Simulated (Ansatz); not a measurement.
# Single-point calculation, with input and output: MoS$_{2}$

MoS$_{2}$ (P6₃/mmc, 6 atoms in the cell), computed with DFT PBE, scalar-relativistic, plane waves, PAW, no spin polarisation (Ansatz 0.2.0).

The structure derives from a Materials Project entry. It belongs to a series of runs on one base structure; here: band edges and mean potential of the bulk.

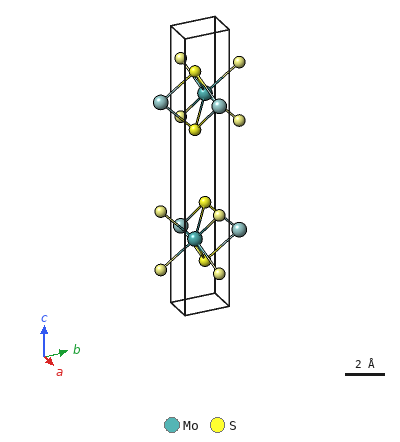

**Figure 1.** The input geometry (ball-and-stick view of the cell of the calculation, seen slightly off an axis; neighbours outside the cell are drawn fainter). Near neighbours in the crystal (not all of them lie inside the picture): Mo has 6 S at 2.41 Å; S has 3 Mo at 2.41 Å.

### Input file
```yaml
crystal:
  lattice:
    - [3.1850687599, 2.9e-09, 0.0]
    - [-1.5925343825, 2.7583504575, 0.0]
    - [0.0, 0.0, 14.8079933817]
  atoms:
    - { symbol: Mo, position: [0.6666666667, 0.3333333333, 0.25] }
    - { symbol: Mo, position: [0.3333333333, 0.6666666667, 0.75] }
    - { symbol: S, position: [0.6666666667, 0.3333333333, 0.6444803399] }
    - { symbol: S, position: [0.3333333333, 0.6666666667, 0.3555196601] }
    - { symbol: S, position: [0.6666666667, 0.3333333333, 0.8555196601] }
    - { symbol: S, position: [0.3333333333, 0.6666666667, 0.1444803399] }
basis:
  ecutwfc: 420
kpoints:
  mp_grid: { grid: [12, 12, 2] }
  band_path: { path: [VBM, CBM], npoints: 2 }
hamiltonian:
  xc: pbe
scf:
  occupations: { method: gaussian, width: 0.02 }
output:
  forces: true
  stress: true
  eigenvalues: true
  write_density: true
  write_potential: true
  elf: true
  volumetric_format: npy
```

Run on 8 threads of Intel Xeon @ 2.50GHz (Skylake/Cascade Lake), 128 GiB of memory available, shared host.

Command:
```bash
ansatz run input.yaml --threads 8 --pin off --max-ram 28672MiB --backend cpu --events-out ev --progress --plain --runs-dir out
```

### Output
```
Engine: ansatz 0.2.0, x86_64-unknown-linux-gnu
Pseudopotentials: kind: paw
Pseudopotential: Mo, paw, valence charge 14, recommended cutoff 420 eV (normal), Mo.paw.azcp
Pseudopotential: S, paw, valence charge 6, recommended cutoff 420 eV (normal), S.paw.azcp
Functional definition: PBE
  parameter kappa = 0.804
  parameter beta = 0.06672455060314922
  exchange = pbe_x(kappa = kappa, mu = beta*pi^2/3)
  correlation = pbe_c(beta = beta)
Crystal: 6 atoms, lattice volume = 130.096 Å³
Basis set: ecut = 420 eV, 2581 PW (Γ), exchange–correlation on 48×48×200 points (8 copies of the dense FFT grid, shifted against one another)
Bands: 32, of which v1, the nominal top of the filled ones, is band 26 counted from 1 (25 counted from 0)
Symmetry: 24 space group operations
Space group: P63/mmc (ITA 194), of the structure as read, at distance tolerance 5.1e-5 Å
k-points: 38 of 288
Non-local potential: Mo, projectors of the file, l = 0: 3, l = 1: 2, l = 2: 2, l = 3: 1
Non-local potential: S, projectors of the file, l = 0: 2, l = 1: 2, l = 2: 2
PAW form: soft (Blöchl's): semilocal exchange-correlation on the pseudo side does not see the compensation charge
PAW one-centre angular grid: Mo, 590 points (default); XC on 64 Gauss nodes
PAW one-centre angular grid: S, 110 points (default); XC on 64 Gauss nodes
Initial density: superposition of atomic densities (neutral atoms: chi_scale 0, normalization atom), corrected by the library's trained network
Initial wavefunctions: pseudopotential atomic-orbital guess
Functional: x = pbe(κ = 0.804, μ = 0.2195149727645171), c = pbe(β = 0.06672455060314922)
SCF iter   1: F=—  HF=-13525.627549 eV  |F-HF|=—  |Δ(HF+E_count)|=         —  Δρ=4.97e-3  dr2=1.35e-2  ethr=1.77e-3  ⟨swp⟩=8.2  Hψ=6076  notcnv=0
preconditioner: auto → Resta (q_TF=auto, 2.342 Å⁻¹)  ε∞=7.5  [insulator: Δε(μ)=1.430 eV  Ē_g=7.650 eV  σ=0.020 eV  W_gap=1.00  n_scr=28 (ndim 8)  ℏωp=19.5 eV  f_vac=0.186  D(μ)=0.00/eV (n_scr^D=0)  ε∞_Penn≈7.5]
SCF iter   2: F=—  HF=-13525.636130 eV  |F-HF|=—  |Δ(HF+E_count)|=   8.58e-3  Δρ=2.82e-3  dr2=3.17e-3  ethr=2.59e-5  ⟨swp⟩=2.9  Hψ=2566  notcnv=0  defer=64
SCF iter   3: F=—  HF=-13525.640717 eV  |F-HF|=—  |Δ(HF+E_count)|=   4.59e-3  Δρ=1.12e-3  dr2=1.54e-3  ethr=6.10e-6  ⟨swp⟩=2.0  Hψ=1823  notcnv=0  defer=64
SCF iter   4: F=—  HF=-13525.641332 eV  |F-HF|=—  |Δ(HF+E_count)|=   6.14e-4  Δρ=1.32e-4  dr2=4.31e-5  ethr=2.95e-6  ⟨swp⟩=2.0  Hψ=1663  notcnv=0  defer=64
SCF iter   5: F=—  HF=-13525.641287 eV  |F-HF|=—  |Δ(HF+E_count)|=   4.44e-5  Δρ=5.64e-5  dr2=1.37e-5  ethr=8.29e-8  ⟨swp⟩=2.0  Hψ=1836  notcnv=0  defer=64
SCF iter   6: F=—  HF=-13525.641288 eV  |F-HF|=—  |Δ(HF+E_count)|=   6.05e-7  Δρ=1.79e-5  dr2=1.16e-6  ethr=2.63e-8  ⟨swp⟩=2.0  Hψ=1508  notcnv=0  defer=64
SCF iter   7: F=-13525.641289 eV  HF=-13525.641289 eV  |F-HF|=3.77e-8  |Δ(HF+E_count)|=   7.14e-7  Δρ=5.02e-6  dr2=4.97e-8  ethr=1.92e-10  ⟨swp⟩=12.2  Hψ=9495  notcnv=0
SCF 1 converged in 7 iterations: F = -13525.641289 eV  dr2 = 4.97e-8
  greatest PAW one-centre occupation: 0.998 electrons in one spin orbital (limit 2), on the Mo atom at site 1 (counted from 0), in its partial waves of l = 0
```

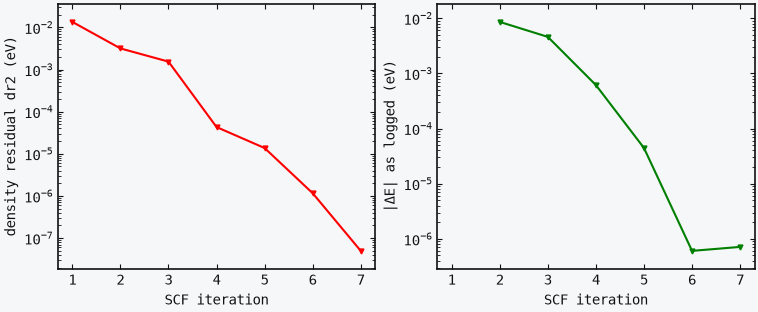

**Figure 2.** Convergence of the self-consistent field: density residual dr2 and size of the energy change against the SCF iteration. The residual falls at every step.

```
NSCF: frozen V_eff on 28 k-points
NSCF: frozen V_eff on 28 k-points
NSCF: frozen V_eff on 28 k-points
NSCF: frozen V_eff on 5 k-points
NSCF: frozen V_eff on 13 k-points
NSCF: frozen V_eff on 6 k-points
NSCF: frozen V_eff on 6 k-points
NSCF: frozen V_eff on 6 k-points
NSCF: frozen V_eff on 3 k-points
SCF converged after 7 iterations
Free energy (F): -13525.641289 eV
Harris-Foulkes:  -13525.641289 eV  (|F-HF|=3.77e-8)
Internal energy: -13525.641289 eV  (E = F + TS)
E sigma→0 (E₀):  -13525.641289 eV
Fermi energy:    8.314721 eV
--- Per-component energies (eV) ---
  E_band       = -459.271752
  E_kinetic    = 1309.798049
  E_local      = -5820.308541  (includes V_loc(G=0)·N_el)
  E_nonlocal   = 398.128855
  E_hartree    = 2384.179853
  E_xc         = -756.097970
  E_vxc        = -808.723287  (∫ρ·V_xc dr)
  E_paw        = -8802.940843  (= ΣΔE_a)
  E_vpaw       = -306.535765  (= ΣTr[D̂ρ^β])
  E_aug_tail   = 0.000085  (compensation charges beyond the density's cutoff)
  E_ewald      = -2238.400777
  E_smearing   = -0.000000  (= −TS)
  E_closure    = 0.000000  (closes the sum)
  Σ components = -13525.641289   (vs F -13525.641289, Δ=0.00e0)
--- Forces (eV/Å), atoms counted from 1 ---
  atom   1  Mo     0.00000000     0.00000000     0.00000000
  atom   2  Mo    -0.00000000    -0.00000000     0.00000000
  atom   3  S      0.00000000    -0.00000000    -0.00153438
  atom   4  S     -0.00000000     0.00000000     0.00153438
  atom   5  S      0.00000000    -0.00000000     0.00153438
  atom   6  S     -0.00000000     0.00000000    -0.00153438
  max |Σ_I F_I| component: 6.94e-18 eV/Å
--- Stress (GPa, compression-positive) ---
        0.001586      -0.000000       0.000000
       -0.000000       0.001586       0.000000
        0.000000       0.000000       0.011645
  P = ⅓ Tr σ = 0.0049 GPa (0.049 kbar)
--- Band table (eV; the first three rows and the last of 38) ---
  k-point 0: bands = ["-53.4902", "-53.4902", "-27.6249", "-27.6249", "-27.4206", "-27.4206", "-27.4206", "-27.4206", "-6.7033", "-6.6834", "-5.4071", "-5.3706", "1.7057", "1.8743", "4.7743", "4.7743", "4.7748", "4.7748", "5.3367", "5.8773", "5.8773", "5.8793", "5.8793", "5.9208", "7.1978", "7.5921", "10.1355", "10.1355", "10.1373", "10.1373", "10.3792", "10.3792"]
  k-point 1: bands = ["-53.4902", "-53.4902", "-27.6249", "-27.6249", "-27.4206", "-27.4206", "-27.4206", "-27.4206", "-6.6935", "-6.6935", "-5.3887", "-5.3887", "1.7870", "1.7870", "4.7746", "4.7746", "4.7746", "4.7746", "5.6003", "5.6003", "5.8783", "5.8783", "5.8783", "5.8783", "7.4268", "7.4268", "10.1363", "10.1363", "10.1363", "10.1363", "10.3845", "10.3845"]
  k-point 2: bands = ["-53.4878", "-53.4878", "-27.6200", "-27.6200", "-27.4459", "-27.4459", "-27.4263", "-27.4263", "-6.6013", "-6.5816", "-5.3646", "-5.3294", "1.8225", "1.9904", "4.5467", "4.5478", "4.8807", "4.8816", "4.9705", "5.2533", "5.7148", "5.7172", "6.1011", "6.3737", "7.1734", "7.5030", "9.9919", "10.0206", "10.0700", "10.1663", "10.2629", "10.2757"]
  k-point 37: bands = ["-53.4486", "-53.4486", "-27.6977", "-27.6977", "-27.6553", "-27.6553", "-27.5414", "-27.5414", "-4.5718", "-4.5718", "-4.4908", "-4.4908", "2.0002", "2.0002", "2.8142", "2.8142", "3.3325", "3.3325", "3.8374", "3.8374", "4.5246", "4.5246", "5.2410", "5.2410", "7.3638", "7.3638", "9.0380", "9.0380", "10.4406", "10.4406", "10.9059", "10.9059"]
```

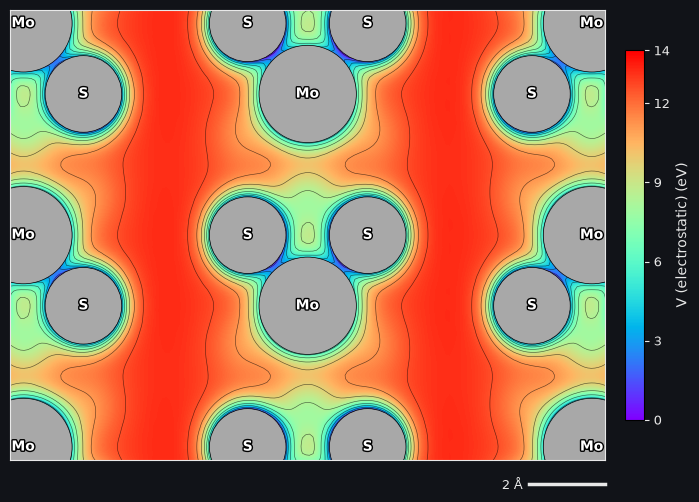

**Figure 3.** Electrostatic potential (local pseudopotential plus Hartree) felt by an electron on the (110) plane of the conventional cell. Grey discs, where drawn, cover atomic cores. The section cuts through Mo and S sites. Outside the cores the potential energy rises away from the atoms and is highest about 2.2 Å from the nearest atoms; outside the discs it spans about 13 eV, and its zero is arbitrary. Core electrons are frozen (PAW), so the fields are smoothed inside the atomic spheres.

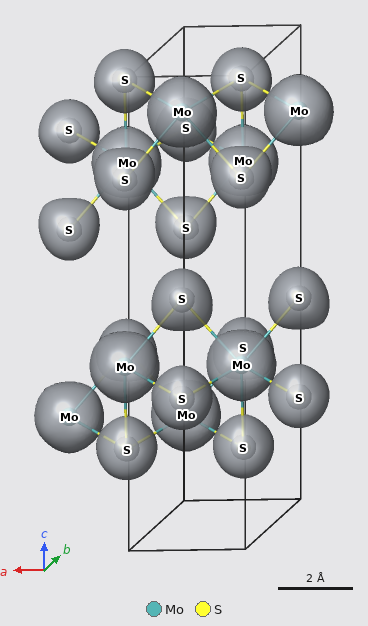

**Figure 4.** Isosurface of the valence charge density (pseudo) at 0.8 e/Å³ (grey), seen at an oblique angle. Sticks mark near contacts. The outline is the cell set on symmetry axes. At this value the density breaks into separate islands; it holds about 55 % of the electrons treated as valence (semicore included). It is pinched off along the Mo–S (2.41 Å) contacts. On the grid the lowest density along these lines, outside the cores, is 0.6 e/Å³ (Mo–S, 2.41 Å).

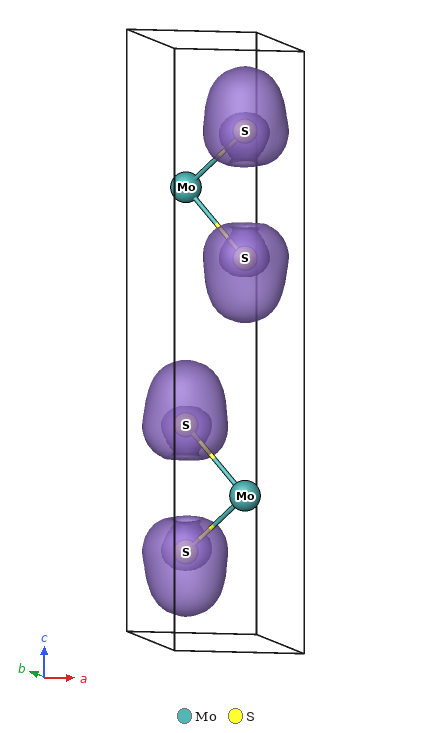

**Figure 5.** Isosurface of the electron localisation function at 0.75 (purple), seen slightly off an axis. Core shells and regions of very low density are left out. Sticks mark near contacts. The outline is the cell set on symmetry axes. Profiles from the grid: Mo–S (2.41 Å): the ELF is about 0.45 at the midpoint.

### Summary

| quantity | value |
| --- | --- |
| outcome | converged |
| space group (tolerance 0.01 Å) | P6₃/mmc (194) |
| electrons treated | 52 |
| free energy | −13525.6413 eV |
| Fermi energy | 8.315 eV |
| gap on the k-point mesh | 1.45 eV |
| gap on the band path | 1.45 eV |
| pressure | 0.00 GPa |
| largest force (length of the vector) | 0.002 eV/Å |
| wall time | 3.6 s (CPU time 23 s) |
| peak memory | 0.66 GiB |
